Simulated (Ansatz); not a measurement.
## Run report: Mo, geometry relaxation (part 2 of 2)

Continued. System: Mo (Im-3m, 6 atoms in the cell). Method: DFT r2SCAN, scalar-relativistic, plane waves, PAW, no spin polarisation (Ansatz 0.2.0); cutoff 500 eV, 12×12×8 k-mesh, Gaussian smearing of 0.1 eV. The structure derives from a Materials Project entry. It belongs to a series of runs on one base structure; here: 0 of 6 Mo sites taken by Cr, cell and atoms relaxed.

Geometry of the input (Å; fractional positions):
```
0.0000  3.1504  -3.1504
3.1504  -3.1504  0.0000
-3.1504  -3.1504  -3.1504
Mo 0.6667  0.3333  0.8333
Mo 0.3333  0.6667  0.6667
Mo 0.0000  -0.0000  0.5000
Mo 0.6667  0.3333  0.3333
Mo 0.3333  0.6667  0.1667
Mo 0.0000  0.0000  0.0000
```

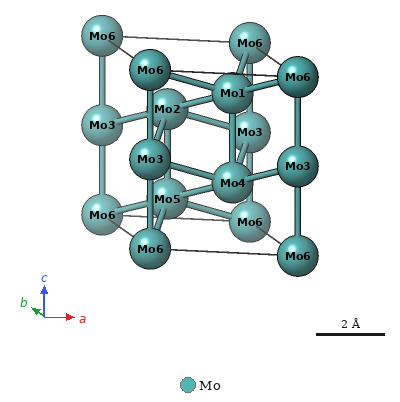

The geometry at step 3 of the log (ball-and-stick view of the cell of the calculation, seen slightly off an axis; atoms are numbered from 1 in the order of the input).

```
basis re-selected at this cell: Δ(F+E_penalty+E_count) = -1.352e-5 eV, ΔP = -0.001 GPa vs the last step (what re-selecting the basis moved, of the pressure what is left beyond the Pulay correction that the steps carried, after the strain that the cell walked since its last selection, with what the two solves' SCF thresholds leave and, on support functions, any second-order correction that the steps lacked; it is no measure of the basis error at this ecutwfc). This SCF's stress stands 4.98e-2 GPa from its target on what of the cell is left free (relax.cell.stress_tol is 1.50e-1 GPa) and its largest allowed force component is 2.25e-26 eV/Å (relax.f_tol is 1.50e-2 eV/Å): within both
SCF converged after 4 iterations
Free energy (F): -29805.603479 eV
Harris-Foulkes:  -29805.603479 eV  (|F-HF|=2.18e-11)
Internal energy: -29805.590457 eV  (E = F + TS)
E sigma→0 (E₀):  -29805.596968 eV
Entropy (-TS):   -0.013022 eV (-2.170 meV/atom)
Fermi energy:    21.048629 eV
--- Per-component energies (eV) ---
  E_band       = -406.497580
  E_kinetic    = 2639.291528
  E_local      = -4688.395671  (includes V_loc(G=0)·N_el)
  E_nonlocal   = 852.861512
  E_hartree    = 1546.236177
  E_xc         = -1071.429656
  E_vxc        = -1538.204812  (∫ρ·V_xc dr)
  E_paw        = -19302.837038  (= ΣΔE_a)
  E_vpaw       = -866.434109  (= ΣTr[D̂ρ^β])
  E_aug_tail   = 0.000018  (compensation charges beyond the density's cutoff)
  E_vtau       = 101.911882  (kinetic-family band-sum trace: ∫τ·v_τ [+ j·A + Jᵃ·Aᵃ] dr)
  E_ewald      = -9779.990105
  E_core_change = -1.327222  (= ΣΔE_core)
  E_smearing   = -0.013022  (= −TS)
  E_closure    = 0.000000  (closes the sum)
  Σ components = -29805.603479   (vs F -29805.603479, Δ=0.00e0)
--- Forces (eV/Å), atoms counted from 1 ---
  atom   1  Mo    -0.00000000     0.00000000    -0.00000000
  atom   2  Mo    -0.00000000     0.00000000    -0.00000000
  atom   3  Mo    -0.00000000    -0.00000000    -0.00000000
  atom   4  Mo    -0.00000000     0.00000000    -0.00000000
  atom   5  Mo    -0.00000000     0.00000000    -0.00000000
  atom   6  Mo    -0.00000000    -0.00000000    -0.00000000
  max |Σ_I F_I| component: 5.68e-26 eV/Å
--- Stress (GPa, compression-positive) ---
        0.032675       0.008563       0.008563
        0.008563       0.032675       0.008563
        0.008563       0.008563       0.032675
  P = ⅓ Tr σ = 0.0327 GPa (0.327 kbar)
--- Band table (eV; the first three rows and the last of 131) ---
  k-point 0: bands = ["-42.2101", "-41.9442", "-41.9442", "-41.8847", "-41.8847", "-41.7178", "-15.8549", "-15.8549", "-15.7064", "-15.7064", "-15.7064", "-15.7064", "-15.6984", "-15.6918", "-15.6918", "-15.0199", "-15.0199", "-15.0199", "-15.0199", "-14.8506", "-14.8506", "-14.6710", "-14.6710", "-14.6631", "13.3994", "15.4121", "15.4121", "17.0218", "17.0218", "17.7538", "17.7538", "17.7538", "17.7538", "18.0433", "18.0433", "18.5900", "18.5900", "18.5900", "18.5900", "19.5995", "19.6311", "19.6311", "22.9478", "22.9478", "23.3277", "23.3277", "23.3277", "23.3277", "23.3718", "23.3718", "23.3718"]
  k-point 1: bands = ["-42.2028", "-41.9775", "-41.9200", "-41.8944", "-41.8682", "-41.7231", "-15.8424", "-15.7908", "-15.7345", "-15.7345", "-15.6956", "-15.6956", "-15.6651", "-15.6606", "-15.6606", "-15.1173", "-15.1173", "-14.9323", "-14.9323", "-14.9153", "-14.8631", "-14.7083", "-14.6753", "-14.6753", "13.5213", "15.4974", "15.4974", "17.0141", "17.3561", "17.3794", "17.7402", "17.7402", "17.8830", "17.8830", "18.2797", "18.2797", "18.5298", "18.7001", "18.7001", "19.5803", "19.5803", "19.7340", "22.8944", "22.8944", "23.1320", "23.1320", "23.3373", "23.3373", "23.4973", "23.4973", "23.5011"]
  k-point 2: bands = ["-42.1818", "-42.0182", "-41.9051", "-41.8981", "-41.8455", "-41.7382", "-15.7565", "-15.7466", "-15.7466", "-15.7061", "-15.7061", "-15.6563", "-15.5972", "-15.5972", "-15.5700", "-15.2205", "-15.2205", "-15.0478", "-14.9479", "-14.8570", "-14.8570", "-14.8363", "-14.6888", "-14.6888", "13.8722", "15.7473", "15.7473", "16.6243", "17.2841", "17.8005", "17.8005", "17.8329", "17.8329", "18.0296", "18.1218", "18.1218", "18.6378", "18.6378", "18.7429", "19.4224", "19.4224", "20.1397", "22.7784", "22.7784", "22.9387", "22.9387", "23.2864", "23.4383", "23.4383", "23.6358", "23.6358"]
  k-point 130: bands = ["-41.9324", "-41.9324", "-41.9324", "-41.9324", "-41.9324", "-41.9324", "-15.8062", "-15.8062", "-15.8062", "-15.8062", "-15.8062", "-15.8062", "-15.2359", "-15.2359", "-15.2359", "-15.2359", "-15.2359", "-15.2359", "-14.8670", "-14.8670", "-14.8670", "-14.8670", "-14.8670", "-14.8670", "16.9171", "16.9171", "16.9171", "16.9171", "16.9171", "16.9171", "17.9972", "17.9972", "17.9972", "17.9972", "17.9972", "17.9972", "19.2850", "19.2850", "19.2850", "19.2850", "19.2850", "19.2850", "21.5853", "21.5853", "21.5853", "21.5853", "21.5853", "21.5853", "23.7137", "23.7137", "23.7137"]
--- Relaxed structure (3 steps of the walk, 3 accepted, 1 SCFs on fresh bases) ---
  F+E_penalty+E_count = -29805.60347941 eV   max|allowed force component| = 2.245e-26 eV/Å   (the final SCF, on the basis selected at the relaxed cell)
  cell:  # Å, volume = 93.8259 Å³
    - [4.336808689942018e-19, 3.152616896254075, -3.152616896254075]
    - [3.152616896254075, -3.152616896254075, 0.0]
    - [-3.1467254996982, -3.1467254996982, -3.1467254996982]
  atoms:
    - { symbol: Mo, position: [0.666666666666667, 0.3333333333333335, 0.8333333333333335] }
    - { symbol: Mo, position: [0.33333333333333337, 0.6666666666666667, 0.6666666666666667] }
    - { symbol: Mo, position: [0.0, 0.0, 0.5] }
    - { symbol: Mo, position: [0.6666666666666666, 0.3333333333333333, 0.3333333333333334] }
    - { symbol: Mo, position: [0.33333333333333337, 0.6666666666666667, 0.16666666666666663] }
    - { symbol: Mo, position: [5.218178044317415e-37, 1.061324347996766e-37, -1.4416322393622699e-36] }
```

**Trajectory as extended XYZ (Å, eV, eV/Å), 4 frames, from step=1 to step=4**
```
6
Lattice="0.0000 3.1504 -3.1504 3.1504 -3.1504 0.0000 -3.1504 -3.1504 -3.1504" Properties=species:S:1:pos:R:3:forces:R:3 step=1 energy=-29805.60333 pressure_GPa=0.10
Mo   -1.5752   -1.5752   -4.7256    0.0000   0.0000   0.0000
Mo    0.0000   -3.1504   -3.1504    0.0000   0.0000   0.0000
Mo   -1.5752   -1.5752   -1.5752    0.0000   0.0000   0.0000
Mo    0.0000    0.0000   -3.1504    0.0000   0.0000   0.0000
Mo    1.5752   -1.5752   -1.5752    0.0000   0.0000   0.0000
Mo    0.0000    0.0000    0.0000    0.0000   0.0000   0.0000
6
Lattice="0.0000 3.1543 -3.1543 3.1543 -3.1543 0.0000 -3.1466 -3.1466 -3.1466" Properties=species:S:1:pos:R:3:forces:R:3 step=2 energy=-29805.60334 pressure_GPa=-0.24
Mo   -1.5707   -1.5707   -4.7250    0.0000   0.0000   0.0000
Mo    0.0051   -3.1491   -3.1491    0.0000   0.0000   0.0000
Mo   -1.5733   -1.5733   -1.5733    0.0000   0.0000   0.0000
Mo    0.0026    0.0026   -3.1517    0.0000   0.0000   0.0000
Mo    1.5784   -1.5758   -1.5758    0.0000   0.0000   0.0000
Mo    0.0000    0.0000    0.0000    0.0000   0.0000   0.0000
6
Lattice="0.0000 3.1526 -3.1526 3.1526 -3.1526 0.0000 -3.1467 -3.1467 -3.1467" Properties=species:S:1:pos:R:3:forces:R:3 step=3 energy=-29805.60347 pressure_GPa=0.03
Mo   -1.5714   -1.5714   -4.7240    0.0000   0.0000   0.0000
Mo    0.0039   -3.1487   -3.1487    0.0000   0.0000   0.0000
Mo   -1.5734   -1.5734   -1.5734    0.0000   0.0000   0.0000
Mo    0.0020    0.0020   -3.1507    0.0000   0.0000   0.0000
Mo    1.5773   -1.5753   -1.5753    0.0000   0.0000   0.0000
Mo    0.0000    0.0000    0.0000    0.0000   0.0000   0.0000
6
Lattice="0.0000 3.1526 -3.1526 3.1526 -3.1526 0.0000 -3.1467 -3.1467 -3.1467" Properties=species:S:1:pos:R:3:forces:R:3 step=4 energy=-29805.60348 pressure_GPa=0.03
Mo   -1.5714   -1.5714   -4.7240    0.0000   0.0000   0.0000
Mo    0.0039   -3.1487   -3.1487    0.0000   0.0000   0.0000
Mo   -1.5734   -1.5734   -1.5734    0.0000   0.0000   0.0000
Mo    0.0020    0.0020   -3.1507    0.0000   0.0000   0.0000
Mo    1.5773   -1.5753   -1.5753    0.0000   0.0000   0.0000
Mo    0.0000    0.0000    0.0000    0.0000   0.0000   0.0000
```

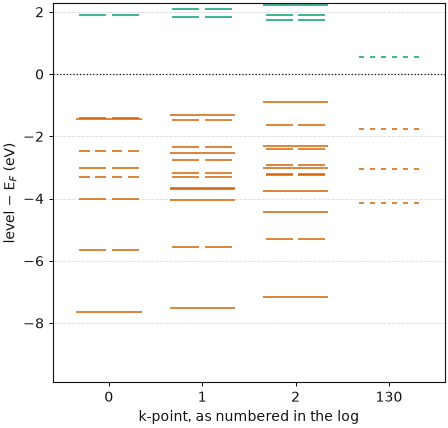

Kohn–Sham levels near the Fermi level (dotted) at the few k-points that the log prints; levels within 0.02 eV of each other stand side by side. The system is metallic on the full mesh.

**Key numbers**

```json
{"quantity": "outcome", "value": "converged"}
{"quantity": "space group (tolerance 0.01 Å)", "value": "Im-3m (229)"}
{"quantity": "electrons treated", "value": "84"}
{"quantity": "free energy", "value": "−29805.6035 eV"}
{"quantity": "Fermi energy", "value": "21.049 eV"}
{"quantity": "gap on the k-point mesh", "value": "none (metallic)"}
{"quantity": "pressure", "value": "0.03 GPa"}
{"quantity": "final volume", "value": "93.83 Å³"}
{"quantity": "largest force (length of the vector) at the end", "value": "under 0.001 eV/Å"}
{"quantity": "final cell", "value": "a = 4.458 Å, b = 4.458 Å, c = 5.450 Å, α = 90.00°, β = 90.00°, γ = 120.00°"}
{"quantity": "hardware", "value": "1 thread of AMD EPYC (Zen 3), 189 GiB of memory available, shared host"}
{"quantity": "wall time", "value": "7.9 min"}
{"quantity": "peak memory", "value": "0.96 GiB"}
```
